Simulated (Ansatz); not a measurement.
Geometry relaxation, with input and output: C11H3 (part 1 of 3)

The run: geometry relaxation of C11H3 (slab, 28 atoms in the cell). Method and program: DFT PBE, scalar-relativistic, plane waves, PAW, no spin polarisation (Ansatz 0.2.0).

The structure derives from an entry of the Crystallography Open Database. The input holds or restrains some coordinates.

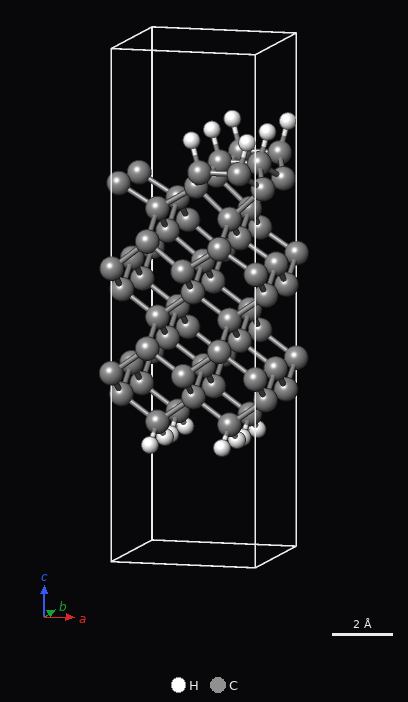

Figure 1. The starting structure (ball-and-stick view of the 1 × 2 repeat of the cell, with the vacuum cut short, seen slightly off an axis).

**Results in brief**

- outcome: converged under the restraints of the input
- electrons treated: 94
- free energy: −5605.8527 eV
- work function, top face: 1.77 eV
- work function, bottom face: 1.37 eV
- Fermi energy: 4.143 eV
- gap on the k-point mesh: 1.38 eV
- final volume: 374.84 Å³
- work function (upper face): 1.77 eV
- largest force (length of the vector) at the end, held atoms and coordinates included: 12.440 eV/Å
- hardware: 2 threads of Intel Xeon @ 2.10GHz (Emerald Rapids), 189 GiB of memory available, shared host
- wall time: 3.9 min (CPU time 7.4 min)
- peak memory: 0.89 GiB

**Remarks**

Warnings of the run: the exchange-correlation potential is rough where the density is thin.

**Input file**
```yaml
crystal:
  lattice:
    - [5.0508265914, 0.0, 0.0]
    - [0.0, 2.5254132957, 0.0]
    - [0.0, 0.0, 29.3869203335]
  atoms:
    - { symbol: H, position: [0.25, 0.1314227055, 0.2892443272] }
    - { symbol: H, position: [0.25, 0.8685772945, 0.2892443272] }
    - { symbol: H, position: [0.75, 0.8685772945, 0.2892443272] }
    - { symbol: H, position: [0.75, 0.1314227055, 0.2892443272] }
    - { symbol: C, position: [0.25, 0.5, 0.3116432718] }
    - { symbol: C, position: [0.75, 0.5, 0.3116432718] }
    - { symbol: C, position: [0.5, 0.5, 0.3420264634] }
    - { symbol: C, position: [0.0, 0.5, 0.3420264634] }
    - { symbol: C, position: [0.5, 0.0, 0.3724096552] }
    - { symbol: C, position: [0.0, 0.0, 0.3724096552] }
    - { symbol: C, position: [0.75, 0.0, 0.4027928468] }
    - { symbol: C, position: [0.25, 0.0, 0.4027928468] }
    - { symbol: C, position: [0.75, 0.5, 0.4331760385] }
    - { symbol: C, position: [0.25, 0.5, 0.4331760385] }
    - { symbol: C, position: [0.0038529029, 0.5, 0.4635845468] }
    - { symbol: C, position: [0.4961470971, 0.5, 0.4635845468] }
    - { symbol: C, position: [0.0040941142, 0.0, 0.4939420998] }
    - { symbol: C, position: [0.4959058858, 0.0, 0.4939420998] }
    - { symbol: C, position: [0.25, 0.0, 0.5271282783] }
    - { symbol: C, position: [0.75, 0.0, 0.5218132039] }
    - { symbol: C, position: [0.25, 0.5, 0.5593683824] }
    - { symbol: C, position: [0.75, 0.5, 0.5503766644] }
    - { symbol: C, position: [0.5183565125, 0.5, 0.5866354039] }
    - { symbol: C, position: [-0.0183565125, 0.5, 0.5866354039] }
    - { symbol: C, position: [0.6134146563, 0.0, 0.6096960369] }
    - { symbol: C, position: [0.8865853437, 0.0, 0.6096960369] }
    - { symbol: H, position: [0.5574025529, 0.0, 0.6465723231] }
    - { symbol: H, position: [0.9425974471, 0.0, 0.6465723231] }
basis:
  ecutwfc: 420
kpoints:
  mp_grid: { grid: [5, 10, 1] }
hamiltonian:
  xc: pbe
scf:
  occupations: { method: gaussian, width: 0.05 }
output:
  forces: true
  eigenvalues: true
  write_density: true
  write_potential: true
  elf: true
  volumetric_format: npy
relax:
  adjacent_minimum: "off"
  f_tol: 0.03
  max_steps: 70
  constraints: [{ sites: [0, 1, 2, 3, 4, 5, 6, 7, 8, 9, 10, 11, 12, 13] }]
efield:
  axis: 3
  dipole_correction: true
```

Command:
```bash
ansatz run input.yaml --threads 2 --pin off --max-ram 5120MiB --backend cpu --events-out ev --progress --plain --runs-dir out
```

**Log**
```
Engine: ansatz 0.2.0, x86_64-unknown-linux-gnu
Pseudopotentials: kind: paw
Pseudopotential: H, paw, valence charge 1, recommended cutoff 420 eV (normal), H.paw.azcp
Pseudopotential: C, paw, valence charge 4, recommended cutoff 420 eV (normal), C.paw.azcp
Functional definition: PBE
  parameter kappa = 0.804
  parameter beta = 0.06672455060314922
  exchange = pbe_x(kappa = kappa, mu = beta*pi^2/3)
  correlation = pbe_c(beta = beta)
Crystal: 28 atoms, lattice volume = 374.843 Å³
Basis set: ecut = 420 eV, 7327 PW (Γ), exchange–correlation on 72×36×400 points (8 copies of the dense FFT grid, shifted against one another)
Bands: 75, of which v1, the nominal top of the filled ones, is band 47 counted from 1 (46 counted from 0)
Symmetry: 4 space group operations
Space group: Pmm2 (ITA 25), of the structure as read, at distance tolerance 7.2e-5 Å
k-points: 18 of 50
Non-local potential: H, projectors of the file, l = 0: 2, l = 1: 1
Non-local potential: C, projectors of the file, l = 0: 2, l = 1: 2, l = 2: 1
PAW form: soft (Blöchl's): semilocal exchange-correlation on the pseudo side does not see the compensation charge
PAW one-centre angular grid: H, 110 points (default); XC on 64 Gauss nodes
PAW one-centre angular grid: C, 110 points (default); XC on 64 Gauss nodes
Initial density: superposition of atomic densities (neutral atoms: chi_scale 0, normalization atom), corrected by the library's trained network
Initial wavefunctions: pseudopotential atomic-orbital guess
Functional: x = pbe(κ = 0.804, μ = 0.2195149727645171), c = pbe(β = 0.06672455060314922)
SCF iter   1: F=—  HF=-5604.676537 eV  |F-HF|=—  |Δ(HF+E_count)|=         —  Δρ=6.57e-3  dr2=4.62e-1  ethr=1.77e-3  p=-0.151 e·Å  D=-7.28e-2 V/Å  ΔV_dip=2.14 eV  dr2_dipole=4.24e-2  V_vac-E_F(+/−)=3.02/0.88 eV  ⟨swp⟩=10.8  Hψ=8837  notcnv=0  defer=242
efield: sawtooth ramp at fractional position 0.9179 (placed from the atoms, in the widest stretch of the axis that holds none; the zero of the levels goes with the place), width 0.1000; the density the first Hamiltonian is built on has a dipole p = -0.151 e·Å; the dipole correction subtracts the counter field D = -7.28e-2 V/Å, which shifts the + side's vacuum level by +2.14 eV against the − side's; the planar-averaged density in the ramp window peaks in size at 2.2e-5 e/Å³
preconditioner: auto → Resta (q_TF=auto, 2.167 Å⁻¹)  ε∞=2.4  [insulator: Δε(μ)=1.063 eV  Ē_g=15.742 eV  σ=0.050 eV  W_gap=1.00  n_scr=54 (ndim 8)  ℏωp=18.6 eV  f_vac=0.571  D(μ)=0.00/eV (n_scr^D=0)  ε∞_Penn≈2.4  vacuum switching on, ρ_ref=1.8e-2 e/Å³]
SCF iter   2: F=—  HF=-5604.581735 eV  |F-HF|=—  |Δ(HF+E_count)|=   9.48e-2  Δρ=2.74e-3  dr2=2.60e-2  ethr=4.92e-4  p=-0.052 e·Å  D=-2.51e-2 V/Å  ΔV_dip=0.74 eV  dr2_dipole=5.71e-4  V_vac-E_F(+/−)=2.06/1.32 eV  ⟨swp⟩=3.2  Hψ=2196  notcnv=0  defer=395
SCF iter   3: F=—  HF=-5604.582275 eV  |F-HF|=—  |Δ(HF+E_count)|=   5.39e-4  Δρ=1.33e-3  dr2=4.32e-3  ethr=2.76e-5  p=-0.058 e·Å  D=-2.79e-2 V/Å  ΔV_dip=0.82 eV  dr2_dipole=1.65e-4  V_vac-E_F(+/−)=2.08/1.26 eV  ⟨swp⟩=2.8  Hψ=1935  notcnv=0  defer=393
SCF iter   4: F=—  HF=-5604.584597 eV  |F-HF|=—  |Δ(HF+E_count)|=   2.32e-3  Δρ=4.25e-4  dr2=1.15e-3  ethr=4.60e-6  p=-0.044 e·Å  D=-2.11e-2 V/Å  ΔV_dip=0.62 eV  dr2_dipole=4.83e-5  V_vac-E_F(+/−)=1.96/1.34 eV  ⟨swp⟩=2.9  Hψ=2219  notcnv=0  defer=387
SCF iter   5: F=—  HF=-5604.584622 eV  |F-HF|=—  |Δ(HF+E_count)|=   2.47e-5  Δρ=1.05e-4  dr2=3.35e-5  ethr=1.22e-6  p=-0.044 e·Å  D=-2.13e-2 V/Å  ΔV_dip=0.62 eV  dr2_dipole=5.07e-6  V_vac-E_F(+/−)=1.98/1.36 eV  ⟨swp⟩=2.5  Hψ=2032  notcnv=0  defer=387
SCF iter   6: F=-5604.584638 eV  HF=-5604.584641 eV  |F-HF|=2.76e-6  |Δ(HF+E_count)|=   1.93e-5  Δρ=3.19e-5  dr2=6.31e-6  ethr=2.39e-8  p=-0.042 e·Å  D=-2.03e-2 V/Å  ΔV_dip=0.60 eV  dr2_dipole=5.17e-7  V_vac-E_F(+/−)=1.97/1.37 eV  ⟨swp⟩=33.4  Hψ=18507  notcnv=0
SCF 1 converged in 6 iterations: F = -5604.584638 eV  dr2 = 6.31e-6
  Residual-converged pass: ⟨swp⟩=1.0  Hψ=1422  notcnv=0  max |occ|·‖R‖ = 7.0e-9 eV (tolerance 1.0e-8 eV)  dr2=6.31e-6  dr2_onsite=3.17e-8  max |Δocc| = 1.7e-96
  greatest PAW one-centre occupation: 0.673 electrons in one spin orbital (limit 2), on the C atom at site 25 (counted from 0), in its partial waves of l = 0
relax step   1: F+E_penalty+E_count = -5604.58463841 eV  Δ(F+E_penalty+E_count) = +0.000e0 eV  max|allowed force component| = 7.214e0 eV/Å  Δτ_max = 0.0000 Å  (6 SCF iters, dr2 threshold 2.25e-5 eV, accepted)
Initial density: handed on by an earlier stage of this run
Initial wavefunctions: those handed on with the density
iter 1 solved again at ethr=4.81e-4 eV; its pass at ethr=3.10e-3 eV (dr2=4.52e-1 eV) is discarded
SCF iter   1: F=—  HF=-5605.735252 eV  |F-HF|=—  |Δ(HF+E_count)|=         —  Δρ=1.26e-2  dr2=4.10e-1  ethr=4.81e-4  p=-0.042 e·Å  D=-2.03e-2 V/Å  ΔV_dip=0.60 eV  dr2_dipole=3.78e-7  V_vac-E_F(+/−)=1.97/1.37 eV  ⟨swp⟩=1.3  Hψ=5219  notcnv=0  defer=397
efield: sawtooth ramp at fractional position 0.9179 (handed on by an earlier solve), width 0.1000; the density the first Hamiltonian is built on has a dipole p = -0.042 e·Å; the dipole correction subtracts the counter field D = -2.03e-2 V/Å, which shifts the + side's vacuum level by +0.60 eV against the − side's; the planar-averaged density in the ramp window peaks in size at 3.8e-6 e/Å³
preconditioner: auto → Resta (q_TF=auto, 2.167 Å⁻¹)  ε∞=2.4  [insulator: Δε(μ)=1.379 eV  Ē_g=15.743 eV  σ=0.050 eV  W_gap=1.00  n_scr=54 (ndim 8)  ℏωp=18.6 eV  f_vac=0.574  D(μ)=0.00/eV (n_scr^D=0)  ε∞_Penn≈2.4  vacuum switching on, ρ_ref=1.8e-2 e/Å³]
SCF iter   2: F=—  HF=-5605.643465 eV  |F-HF|=—  |Δ(HF+E_count)|=   9.18e-2  Δρ=5.26e-3  dr2=4.39e-2  ethr=4.36e-4  p=-0.042 e·Å  D=-2.04e-2 V/Å  ΔV_dip=0.60 eV  dr2_dipole=5.80e-5  V_vac-E_F(+/−)=1.97/1.37 eV  ⟨swp⟩=2.9  Hψ=1730  notcnv=0  defer=398
SCF iter   3: F=—  HF=-5605.639663 eV  |F-HF|=—  |Δ(HF+E_count)|=   3.80e-3  Δρ=1.67e-3  dr2=5.29e-3  ethr=4.67e-5  p=-0.045 e·Å  D=-2.16e-2 V/Å  ΔV_dip=0.63 eV  dr2_dipole=3.94e-4  V_vac-E_F(+/−)=2.00/1.37 eV  ⟨swp⟩=2.1  Hψ=2139  notcnv=0  defer=401
SCF iter   4: F=—  HF=-5605.639693 eV  |F-HF|=—  |Δ(HF+E_count)|=   3.03e-5  Δρ=3.80e-4  dr2=6.10e-4  ethr=5.63e-6  p=-0.031 e·Å  D=-1.48e-2 V/Å  ΔV_dip=0.43 eV  dr2_dipole=8.88e-5  V_vac-E_F(+/−)=1.81/1.37 eV  ⟨swp⟩=2.1  Hψ=1855  notcnv=0  defer=401
SCF iter   5: F=-5605.639636 eV  HF=-5605.639663 eV  |F-HF|=2.68e-5  |Δ(HF+E_count)|=   3.03e-5  Δρ=9.85e-5  dr2=5.27e-5  ethr=1.06e-7  p=-0.034 e·Å  D=-1.65e-2 V/Å  ΔV_dip=0.48 eV  dr2_dipole=9.85e-6  V_vac-E_F(+/−)=1.86/1.37 eV  ⟨swp⟩=26.9  Hψ=17202  notcnv=0
SCF 2 converged in 5 iterations: F = -5605.639636 eV  dr2 = 5.27e-5
  greatest PAW one-centre occupation: 0.666 electrons in one spin orbital (limit 2), on the C atom at site 4 (counted from 0), in its partial waves of l = 0
relax step   2: F+E_penalty+E_count = -5605.63963643 eV  Δ(F+E_penalty+E_count) = -1.055e0 eV  max|allowed force component| = 2.940e0 eV/Å  Δτ_max = 0.1853 Å  (5 SCF iters, dr2 threshold 1.00e-4 eV, accepted)
SCF iter   1: F=—  HF=-5605.792094 eV  |F-HF|=—  |Δ(HF+E_count)|=         —  Δρ=5.87e-3  dr2=7.85e-2  ethr=5.13e-4  p=-0.034 e·Å  D=-1.65e-2 V/Å  ΔV_dip=0.48 eV  dr2_dipole=1.01e-4  V_vac-E_F(+/−)=1.85/1.37 eV  ⟨swp⟩=4.4  Hψ=3037  notcnv=0  defer=400
efield: sawtooth ramp at fractional position 0.9179 (handed on by an earlier solve), width 0.1000; the density the first Hamiltonian is built on has a dipole p = -0.034 e·Å; the dipole correction subtracts the counter field D = -1.65e-2 V/Å, which shifts the + side's vacuum level by +0.48 eV against the − side's; the planar-averaged density in the ramp window peaks in size at 4.1e-6 e/Å³
preconditioner: auto → Resta (q_TF=auto, 2.167 Å⁻¹)  ε∞=2.4  [insulator: Δε(μ)=1.380 eV  Ē_g=15.798 eV  σ=0.050 eV  W_gap=1.00  n_scr=54 (ndim 8)  ℏωp=18.6 eV  f_vac=0.577  D(μ)=0.00/eV (n_scr^D=0)  ε∞_Penn≈2.4  vacuum switching on, ρ_ref=1.8e-2 e/Å³]
SCF iter   2: F=—  HF=-5605.768682 eV  |F-HF|=—  |Δ(HF+E_count)|=   2.34e-2  Δρ=2.69e-3  dr2=1.33e-2  ethr=8.35e-5  p=-0.028 e·Å  D=-1.37e-2 V/Å  ΔV_dip=0.40 eV  dr2_dipole=8.11e-5  V_vac-E_F(+/−)=1.77/1.37 eV  ⟨swp⟩=2.0  Hψ=2201  notcnv=0  defer=409
SCF iter   3: F=—  HF=-5605.765678 eV  |F-HF|=—  |Δ(HF+E_count)|=   3.00e-3  Δρ=5.00e-4  dr2=7.38e-4  ethr=1.41e-5  p=-0.020 e·Å  D=-9.70e-3 V/Å  ΔV_dip=0.29 eV  dr2_dipole=2.99e-5  V_vac-E_F(+/−)=1.66/1.37 eV  ⟨swp⟩=2.1  Hψ=1726  notcnv=0  defer=409
SCF iter   4: F=—  HF=-5605.765564 eV  |F-HF|=—  |Δ(HF+E_count)|=   1.14e-4  Δρ=1.42e-4  dr2=5.34e-5  ethr=7.85e-7  p=-0.023 e·Å  D=-1.09e-2 V/Å  ΔV_dip=0.32 eV  dr2_dipole=3.14e-6  V_vac-E_F(+/−)=1.69/1.37 eV  ⟨swp⟩=2.0  Hψ=2024  notcnv=0  defer=410
SCF iter   5: F=-5605.765564 eV  HF=-5605.765572 eV  |F-HF|=7.55e-6  |Δ(HF+E_count)|=   7.85e-6  Δρ=4.02e-5  dr2=9.85e-6  ethr=5.68e-8  p=-0.021 e·Å  D=-1.04e-2 V/Å  ΔV_dip=0.31 eV  dr2_dipole=2.15e-6  V_vac-E_F(+/−)=1.68/1.37 eV  ⟨swp⟩=28.4  Hψ=17405  notcnv=0
SCF 3 converged in 5 iterations: F = -5605.765564 eV  dr2 = 9.85e-6
relax step   3: F+E_penalty+E_count = -5605.76556424 eV  Δ(F+E_penalty+E_count) = -1.259e-1 eV  max|allowed force component| = 1.084e0 eV/Å  Δτ_max = 0.0594 Å  (5 SCF iters, dr2 threshold 1.00e-4 eV, accepted)
SCF iter   1: F=—  HF=-5605.863102 eV  |F-HF|=—  |Δ(HF+E_count)|=         —  Δρ=5.24e-3  dr2=5.93e-2  ethr=1.21e-3  p=-0.021 e·Å  D=-1.04e-2 V/Å  ΔV_dip=0.31 eV  dr2_dipole=1.51e-4  V_vac-E_F(+/−)=1.67/1.37 eV  ⟨swp⟩=3.6  Hψ=3120  notcnv=0  defer=213
efield: sawtooth ramp at fractional position 0.9179 (handed on by an earlier solve), width 0.1000; the density the first Hamiltonian is built on has a dipole p = -0.021 e·Å; the dipole correction subtracts the counter field D = -1.04e-2 V/Å, which shifts the + side's vacuum level by +0.31 eV against the − side's; the planar-averaged density in the ramp window peaks in size at 4.3e-6 e/Å³
preconditioner: auto → Resta (q_TF=auto, 2.167 Å⁻¹)  ε∞=2.4  [insulator: Δε(μ)=1.378 eV  Ē_g=15.721 eV  σ=0.050 eV  W_gap=1.00  n_scr=54 (ndim 8)  ℏωp=18.6 eV  f_vac=0.575  D(μ)=0.00/eV (n_scr^D=0)  ε∞_Penn≈2.4  vacuum switching on, ρ_ref=1.8e-2 e/Å³]
SCF iter   2: F=—  HF=-5605.851148 eV  |F-HF|=—  |Δ(HF+E_count)|=   1.20e-2  Δρ=2.14e-3  dr2=6.39e-3  ethr=6.31e-5  p=-0.028 e·Å  D=-1.37e-2 V/Å  ΔV_dip=0.40 eV  dr2_dipole=4.30e-7  V_vac-E_F(+/−)=1.77/1.37 eV  ⟨swp⟩=2.0  Hψ=2282  notcnv=0  defer=384
SCF iter   3: F=—  HF=-5605.851070 eV  |F-HF|=—  |Δ(HF+E_count)|=   7.81e-5  Δρ=6.87e-4  dr2=7.46e-4  ethr=6.80e-6  p=-0.028 e·Å  D=-1.35e-2 V/Å  ΔV_dip=0.40 eV  dr2_dipole=1.59e-8  V_vac-E_F(+/−)=1.77/1.37 eV  ⟨swp⟩=2.0  Hψ=1577  notcnv=0  defer=384
SCF iter   4: F=—  HF=-5605.851126 eV  |F-HF|=—  |Δ(HF+E_count)|=   5.65e-5  Δρ=1.05e-4  dr2=4.05e-5  ethr=1.06e-7  p=-0.028 e·Å  D=-1.33e-2 V/Å  ΔV_dip=0.39 eV  dr2_dipole=2.87e-7  V_vac-E_F(+/−)=1.76/1.37 eV  ⟨swp⟩=25.1  Hψ=16282  notcnv=0
SCF iter   5: F=-5605.851128 eV  HF=-5605.851130 eV  |F-HF|=1.44e-6  |Δ(HF+E_count)|=   3.49e-6  Δρ=2.31e-5  dr2=4.63e-6  ethr=4.31e-8  p=-0.027 e·Å  D=-1.31e-2 V/Å  ΔV_dip=0.39 eV  dr2_dipole=6.08e-8  V_vac-E_F(+/−)=1.76/1.37 eV  ⟨swp⟩=17.7  Hψ=13494  notcnv=0
SCF 4 converged in 5 iterations: F = -5605.851128 eV  dr2 = 4.63e-6
  Residual-converged pass: ⟨swp⟩=1.0  Hψ=1422  notcnv=0  max |occ|·‖R‖ = 7.1e-9 eV (tolerance 1.0e-8 eV)  dr2=4.63e-6  dr2_onsite=1.52e-8  max |Δocc| = 1.1e-96
relax step   4: F+E_penalty+E_count = -5605.85112813 eV  Δ(F+E_penalty+E_count) = -8.556e-2 eV  max|allowed force component| = 8.013e-2 eV/Å  Δτ_max = 0.0852 Å  (5 SCF iters, dr2 threshold 1.00e-4 eV, accepted)
```
